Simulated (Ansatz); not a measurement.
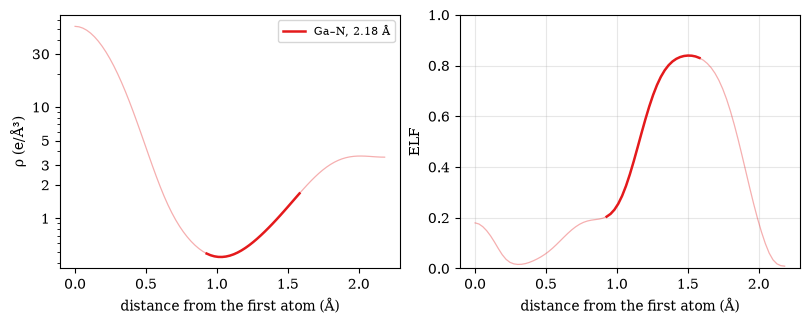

The picture shows: GaN. Valence charge density (pseudo) and electron localisation function along straight lines between neighbouring atoms. Thin, pale parts lie inside the atomic spheres.

Space group P-6m2; a generated structure, not necessarily the stable one; computed pressure about −3 GPa in this cell.

Computed with Kohn-Sham DFT of a periodic cell, B3LYP, Ansatz PAW in Ansatz 0.2.0.

Core electrons are frozen (PAW), and the valence fields are smoothed inside the atomic spheres.

> What can be read from the curves?

Ga–N (2.18 Å): ρ is about 0.46 e/Å³ halfway; the ELF peaks at about 0.85 in the valence shell of N, 0.7 Å from its nucleus, and is about 0.35 at the midpoint.
